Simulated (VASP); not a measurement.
**A VASP study of CdS (Greenockite) (PBE): structure first, properties next**

Aim: relax CdS (Greenockite), then compute properties on the relaxed cell. The steps: first try, relaxing cell and atoms (PBE), second relaxation, density, ELF and potential (PBE), band structure (PBE), total and projected DOS (PBE), zone-centre phonons (PBE) and core-level energies (PBE). The start is a cell from a database of measured crystal structures.

Method: PBE; plane waves and PAW (Cd, S), in VASP 6.6.1.

**1. The starting structure**

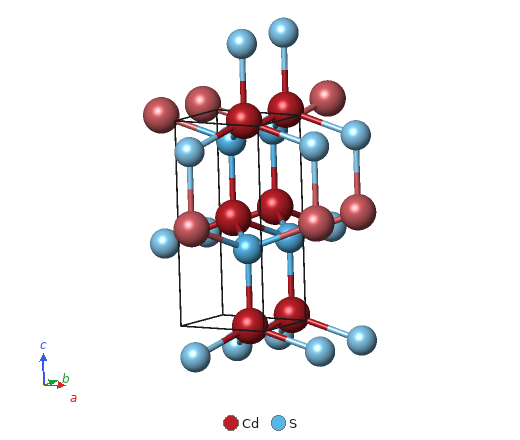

The cell as given, slightly off an axis (cadmium red, sulfur blue). 1×2×1 cells are drawn. Some periodic images of atoms are drawn too.

**2. First try**

This run is made with a changed input; what comes of it follows.

INCAR reads:

```
SYSTEM = CdS
PREC = Accurate
ENCUT = 35
EDIFF = 1E-06
NELM = 86
ISMEAR = 0
SIGMA = 0.05
LREAL = .FALSE.
ALGO = Normal
GGA = PE
NBANDS = 24
LORBIT = 11
LWAVE = .FALSE.
LCHARG = .FALSE.
KPAR = 4
IBRION = 2
NSW = 30
ISIF = 3
EDIFFG = -0.01
```

POSCAR reads:

```
CdS
1.0
    4.1370000000      0.0000000000      0.0000000000
   -2.0685000000      3.5827470955      0.0000000000
    0.0000000000      0.0000000000      6.7144000000
Cd S
2 2
Direct
    0.6666666667      0.3333333333      0.0000000000
    0.3333333333      0.6666666667      0.5000000000
    0.6666666667      0.3333333333      0.3750000000
    0.3333333333      0.6666666667      0.8750000000
```

KPOINTS reads:

```
Automatic mesh
0
Gamma
6 6 4
0 0 0
```

PAW data sets: Cd and S (PBE family, release 64).

On the command line:

```bash
mpirun -np 4 vasp_std
```

Log:

```text
[banner, memory and clock lines left out]
running    4 mpi-ranks, on    1 nodes
[...]
LDA part: xc-table for (Slater+PW92), standard interpolation
 POSCAR, INCAR and KPOINTS ok, starting setup
[...]
entering main loop
       N       E                     dE             d eps       ncg     rms          rms(c)
DAV:   1    -0.127550207236E+03   -0.12755E+03   -0.16007E+03  1200   0.142E+02
DAV:   2    -0.142848867114E+03   -0.15299E+02   -0.14994E+02  1136   0.392E+01
DAV:   3    -0.142947755468E+03   -0.98888E-01   -0.96908E-01  1104   0.278E+00
DAV:   4    -0.142949437436E+03   -0.16820E-02   -0.16815E-02  1048   0.625E-02
[...]
DAV:  16     0.400258433124E+03   -0.14052E-04   -0.23245E-07   568   0.240E-03    0.980E-04
DAV:  17     0.400258431840E+03   -0.12836E-05   -0.59083E-09   552   0.289E-04    0.538E-04
DAV:  18     0.400258431499E+03   -0.34180E-06   -0.33702E-10   552   0.810E-05
   1 F= 0.40025843E+03 E0= 0.40026121E+03  d E =0.400258E+03
[...]
|                                                                             |
|     EEEEEEE  RRRRRR   RRRRRR   OOOOOOO  RRRRRR      ###     ###     ###     |
|     E        R     R  R     R  O     O  R     R     ###     ###     ###     |
|     E        R     R  R     R  O     O  R     R     ###     ###     ###     |
|     EEEEE    RRRRRR   RRRRRR   O     O  RRRRRR       #       #       #      |
|     E        R   R    R   R    O     O  R   R                               |
|     E        R    R   R    R   O     O  R    R      ###     ###     ###     |
|     EEEEEEE  R     R  R     R  OOOOOOO  R     R     ###     ###     ###     |
|                                                                             |
|     Orbital orthonormalization failed in the inversion of matrix            |
|     LAPACK: Routine ZPOTRF failed! kpoint: 1 spin: 1                        |
|                                                                             |
|     Possible solutions for this issue are:                                  |
|     - Please check whether the atoms are too close to each other.           |
|     - Decreasing POTIM might help during relaxations or MDs.                |
|     - Deleting CHGCAR or WAVECAR if incompatible with the structure.        |
|     - Try calculating without symmetrizing (ISYM = 0 or ISYM = -1).         |
|     - As last resort: using a different PAW for some of the atoms.          |
|                                                                             |
|       ---->  I REFUSE TO CONTINUE WITH THIS SICK JOB ... BYE!!! <----       |
|                                                                             |

1
1
1
1
```

Run time: 5.2 s. Hardware: 4 MPI ranks of AMD EPYC 7R43, shared host.

The logs omit lines about the potential files and the build; timing stands in the text.

The run ended with an error.

VASP's message: “Orbital orthonormalization failed in the inversion of matrix LAPACK: Routine ZPOTRF failed! kpoint: 1 spin: 1”. No number of this run is used.

The fault in the input: cutoff typed in rydberg (ENCUT = 35). ENCUT is in eV: 1 Ry is 13.6 eV.

**3. Relaxing cell and atoms (PBE)**

The start need not lie at this functional's minimum. ISIF = 3 frees volume, shape and positions, and EDIFFG sets the threshold on forces and stress at which the search stops.

Changes to INCAR since step 2:

```diff
@@ -2,5 +2,5 @@
 PREC = Accurate
-ENCUT = 35
+ENCUT = 400
 EDIFF = 1E-06
-NELM = 86
+NELM = 100
 ISMEAR = 0
@@ -16,3 +16,3 @@
 IBRION = 2
-NSW = 30
+NSW = 60
 ISIF = 3
```

POSCAR is that of step 2.

KPOINTS is that of step 2.

On the command line:

```bash
mpirun -np 4 vasp_std
```

Log:

```text
[... set-up lines as in an earlier step ...]
 entering main loop
       N       E                     dE             d eps       ncg     rms          rms(c)
DAV:   1     0.211315458418E+03    0.21132E+03   -0.15531E+04  1016   0.113E+03
DAV:   2    -0.317639699271E+01   -0.21449E+03   -0.20886E+03  1168   0.306E+02
DAV:   3    -0.132395365547E+02   -0.10063E+02   -0.10036E+02  1248   0.688E+01
DAV:   4    -0.133310336880E+02   -0.91497E-01   -0.91474E-01  1224   0.635E+00
DAV:   5    -0.133327304416E+02   -0.16968E-02   -0.16967E-02  1272   0.823E-01    0.115E+01
DAV:   6    -0.122664954775E+02    0.10662E+01   -0.22070E+00  1328   0.154E+01    0.902E+00
DAV:   7    -0.122483791826E+02    0.18116E-01   -0.83272E-01  1136   0.503E+00    0.398E+00
DAV:   8    -0.122438475023E+02    0.45317E-02   -0.11242E-01  1216   0.343E+00    0.565E-01
DAV:   9    -0.122423151132E+02    0.15324E-02   -0.19333E-02  1264   0.178E+00    0.169E-01
DAV:  10    -0.122424518216E+02   -0.13671E-03   -0.15408E-03  1200   0.418E-01    0.116E-01
DAV:  11    -0.122425376874E+02   -0.85866E-04   -0.20308E-04  1280   0.987E-02    0.107E-01
DAV:  12    -0.122425865484E+02   -0.48861E-04   -0.15577E-04  1104   0.659E-02    0.277E-02
DAV:  13    -0.122425953504E+02   -0.88020E-05   -0.19842E-05  1200   0.297E-02    0.985E-03
DAV:  14    -0.122425955434E+02   -0.19305E-06   -0.32983E-06   992   0.175E-02
   1 F= -.12242596E+02 E0= -.12242596E+02  d E =-.122426E+02
 curvature:   0.00 expect dE= 0.000E+00 dE for cont linesearch  0.000E+00
 trial: gam= 0.00000 g(F)=  0.101E-02 g(S)=  0.983E-01 ort = 0.000E+00 (trialstep = 0.100E+01)
 search vector abs. value=  0.994E-01
 bond charge predicted
       N       E                     dE             d eps       ncg     rms          rms(c)
DAV:   1    -0.133872019921E+02   -0.11446E+01   -0.25088E+01  1048   0.528E+01    0.932E+00
DAV:   2    -0.124078886664E+02    0.97931E+00   -0.24295E+00  1096   0.191E+01    0.324E+00
DAV:   3    -0.122980053541E+02    0.10988E+00   -0.24817E-01  1128   0.447E+00    0.289E+00
DAV:   4    -0.122757707587E+02    0.22235E-01   -0.25061E-02  1064   0.108E+00    0.782E-01
DAV:   5    -0.122735398018E+02    0.22310E-02   -0.60373E-03  1240   0.784E-01    0.158E-01
DAV:   6    -0.122736342510E+02   -0.94449E-04   -0.84802E-04  1056   0.269E-01    0.850E-02
DAV:   7    -0.122736533247E+02   -0.19074E-04   -0.36831E-05  1184   0.370E-02    0.223E-02
DAV:   8    -0.122736505776E+02    0.27471E-05   -0.69406E-06  1184   0.296E-02    0.951E-03
DAV:   9    -0.122736513517E+02   -0.77412E-06   -0.75077E-07   800   0.564E-03
   2 F= -.12273651E+02 E0= -.12273651E+02  d E =-.310558E-01
[...]
3 F= -.12278050E+02 E0= -.12278050E+02  d E =-.354543E-01
[...]
4 F= -.12278035E+02 E0= -.12278035E+02  d E =-.354391E-01
 curvature:  -0.37 expect dE=-0.192E-04 dE for cont linesearch -0.615E-06
 ZBRENT: accuracy reached
 trial: gam=-0.00359 g(F)=  0.476E-04 g(S)=  0.487E-05 ort = 0.409E-03 (trialstep = 0.943E+00)
 search vector abs. value=  0.508E-04
 bond charge predicted
       N       E                     dE             d eps       ncg     rms          rms(c)
DAV:   1    -0.122780667498E+02   -0.32627E-04   -0.12193E-02  1008   0.669E-01    0.473E-02
DAV:   2    -0.122780687100E+02   -0.19602E-05   -0.19385E-04  1168   0.982E-02    0.157E-02
DAV:   3    -0.122780654903E+02    0.32196E-05   -0.49188E-06  1152   0.176E-02    0.103E-02
DAV:   4    -0.122780647199E+02    0.77040E-06   -0.27840E-06   952   0.125E-02
   5 F= -.12278065E+02 E0= -.12278065E+02  d E =-.300560E-04
 trial-energy change:   -0.000030  1 .order   -0.000031   -0.000048   -0.000015
 step:   1.3554(harm=  1.3554)  dis= 0.00101  next Energy=   -12.278069 (dE=-0.346E-04)
 reached required accuracy - stopping structural energy minimisation
```

The job ended after 47 s (4 MPI ranks; peak memory 0.67 GiB).

OUTCAR, selected parts (step 3):

```text
ion  position               nearest neighbor table
   1  0.667  0.333  0.000-   3 2.52   4 2.53   4 2.53   4 2.53
   2  0.333  0.667  0.500-   4 2.52   3 2.53   3 2.53   3 2.53
   3  0.667  0.333  0.375-   1 2.52   2 2.53   2 2.53   2 2.53
   4  0.333  0.667  0.875-   2 2.52   1 2.53   1 2.53   1 2.53

  LATTYP: Found a hexagonal cell.
 ALAT       =     4.1370000000
 C/A-ratio  =     1.6230118443

 Subroutine GETGRP returns: Found 12 space group operations
 (whereof  6 operations were pure point group operations)

The static configuration has the point symmetry C_3v.
 The point group associated with its full space group is C_6v.

 Found     21 irreducible k-points:

   k-points           NKPTS =     21   k-points in BZ     NKDIM =     21   number of bands    NBANDS=     24

   dimension x,y,z NGX =    28 NGY =   28 NGZ =   48
   dimension x,y,z NGXF=    56 NGYF=   56 NGZF=   96

   ENCUT  =  400.0 eV  29.40 Ry    5.42 a.u.   6.75  6.75 10.95*2*pi/ulx,y,z

   NELECT =      36.0000    total number of electrons

 k-points in reciprocal lattice and weights: Automatic mesh
   0.00000000  0.00000000  0.00000000       0.007
   0.16666667  0.00000000  0.00000000       0.042
   0.33333333  0.00000000  0.00000000       0.042
   0.50000000  0.00000000  0.00000000       0.021
   0.16666667  0.16666667  0.00000000       0.042
   0.33333333  0.16666667  0.00000000       0.083
   0.33333333  0.33333333  0.00000000       0.014
   0.00000000  0.00000000  0.25000000       0.014
   0.16666667  0.00000000  0.25000000       0.083
[...]
0.33333333  0.16666667  0.50000000       0.083
   0.33333333  0.33333333  0.50000000       0.014

 average (electrostatic) potential at core
       1 -39.5728       2 -39.5728       3 -89.4380       4 -89.4380

 E-fermi :   1.1949

 k-point     1 :       0.0000    0.0000    0.0000
  band No.  band energies     occupation
    ...
     14       0.2449      2.00000
     15       0.2449      2.00000
     16       0.8999      2.00000
     17       0.9442      2.00000
     18       0.9442      2.00000
     19       2.0592      0.00000
     20       3.6927      0.00000
     21       7.4278      0.00000
     22       7.4278      0.00000
     23       7.7091      0.00000
    ...

 k-point     2 :       0.1667    0.0000    0.0000
  band No.  band energies     occupation
    ...
     14      -0.6752      2.00000
     15      -0.2308      2.00000
     16      -0.0487      2.00000
     17       0.7149      2.00000
     18       0.7697      2.00000
     19       3.1917      0.00000
     20       4.5298      0.00000
     21       6.7199      0.00000
     22       7.7331      0.00000
     23       7.7764      0.00000
    ...

 k-point     3 :       0.3333    0.0000    0.0000
  band No.  band energies     occupation
    ...
     14      -1.8628      2.00000
     15      -1.4627      2.00000
     16      -0.5587      2.00000
     17       0.1827      2.00000
     18       0.4194      2.00000
     19       4.2697      0.00000
     20       4.9253      0.00000
     21       6.2968      0.00000
     22       7.0958      0.00000
     23       8.0186      0.00000
    ...

  Total        0.0371982      0.0371982      0.0284236      0.0000000     -0.0000000      0.0000000
  in kB        0.5742363      0.5742363      0.4387819      0.0000000     -0.0000000      0.0000000
  external PRESSURE =       0.5290849 kB  Pullay stress =       0.0000000 kB

  energy-cutoff  :      400.00
  volume of cell :      103.79
      direct lattice vectors                 reciprocal lattice vectors
     4.189708124  0.000000000  0.000000000     0.238680111  0.137802026 -0.000000000
    -2.094854062  3.628393670 -0.000000000    -0.000000000  0.275604053  0.000000000
     0.000000000  0.000000000  6.827208190    -0.000000000  0.000000000  0.146472756

 POSITION                                       TOTAL-FORCE (eV/Angst)
 -----------------------------------------------------------------------------------
      2.09485      1.20946      6.82393        -0.000000     -0.000000     -0.007457
     -0.00000      2.41893      3.41033        -0.000000      0.000000     -0.007457
      2.09485      1.20946      2.56348         0.000000      0.000000      0.007457
     -0.00000      2.41893      5.97708         0.000000     -0.000000      0.007457
 -----------------------------------------------------------------------------------
    total drift:                               -0.000000     -0.000001     -0.000667

  FREE ENERGIE OF THE ION-ELECTRON SYSTEM (eV)
  ---------------------------------------------------
  free  energy   TOTEN  =       -12.2780647199 eV

  energy  without entropy=      -12.2780647199  energy(sigma->0) =      -12.27806472

 reached required accuracy - stopping structural energy minimisation

 total charge
# of ion       s       p       d       tot
------------------------------------------
    1        0.417   0.300   9.559  10.277
    2        0.417   0.300   9.559  10.277
    3        1.325   2.384   0.000   3.709
    4        1.325   2.384   0.000   3.709
--------------------------------------------------
tot          3.483   5.369  19.119  27.971

[... 3 further parts left out ...]
```

CONTCAR:

```
CdS
   1.00000000000000
     4.1897081241437713    0.0000000000000000    0.0000000000000000
    -2.0948540620718856    3.6283936699960027   -0.0000000000000000
     0.0000000000000000    0.0000000000000000    6.8272081904289861
  Cd              S
     2     2
Direct
     0.6666666667000030    0.3333333332999970    0.9995203045145841
     0.3333333332999970    0.6666666667000030    0.4995203045145841
     0.6666666667000030    0.3333333332999970    0.3754796954854159
     0.3333333332999970    0.6666666667000030    0.8754796954854159
```

The gap is read on the k-mesh alone, so it is an upper bound where the band edges lie off the mesh. The run keeps the 12 symmetry operations of its start, so it cannot find a distortion of lower symmetry.

Step by step:

```
step  energy less that of the first step (eV)  largest force (eV/Å)  pressure (GPa)  volume (Å³)
   1                                   0.0000                0.0725            2.63        99.52
   2                                  -0.0311                0.0004           -0.84       105.53
   3                                  -0.0355                0.0147           -0.01       103.89
   4                                  -0.0354                0.0157            0.00       103.80
   5                                  -0.0355                0.0075            0.05       103.79
```

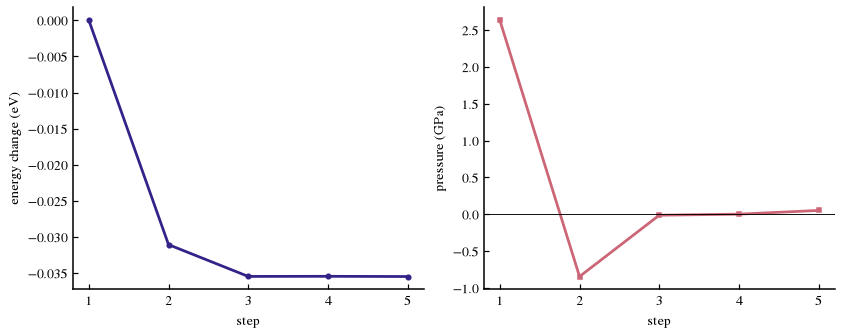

Energy and pressure along the relaxation.

```
conventional cell, symmetrised  before  after  change
                         a (Å)   4.137  4.190  +1.3 %
                         b (Å)   4.137  4.190  +1.3 %
                         c (Å)   6.714  6.827  +1.7 %
              volume (Å³/atom)   24.88  25.95  +4.3 %
```

The relaxed structure:

```xyz
4
Lattice="4.1897 0.0000 0.0000 -2.0949 3.6284 0.0000 0.0000 0.0000 6.8272" Properties=species:S:1:pos:R:3 pbc="T T T"
Cd    2.0949    1.2095   -0.0033
Cd    0.0000    2.4189    3.4103
S     2.0949    1.2095    2.5635
S     0.0000    2.4189    5.9771
```

Numbers from this step:

* electrons: 36
* bands: 24
* irreducible k points: 21
* symmetry operations: 12
* free energy (TOTEN): -12.28 eV
* Fermi energy: 1.195 eV
* pressure: 0.05291 GPa
* metallic: no
* valence top at k: 0, 0, 0
* conduction bottom at k: 0, 0, 0
* least direct gap at k: 0, 0, 0
* SCF cycles over all ionic steps: 38
* gap on the k-mesh: 1.115 eV
* least direct gap on the k-mesh: 1.115 eV

It ends with a largest force of 0.007 eV/Å and a pressure of 0.05 GPa. The volume lies +4.3 % from that of the database's start.

(Continued in part 2 of 5.)

[Lines on the potential files, build, host, timing and source positions are cut from VASP's logs without a mark.]

[Logs are printed without paths, hosts, clocks, repeated set-up lines and the standing remarks that a program may print on its own settings, such as how far it seeks lower states.]

[Hosts, paths, dates, database ids (printed as entryN), source tags and the programs' standing remarks are cut or masked in the printed files.]

[A measured line is paired with the nearest computed mode of its activity, which favours agreement.]
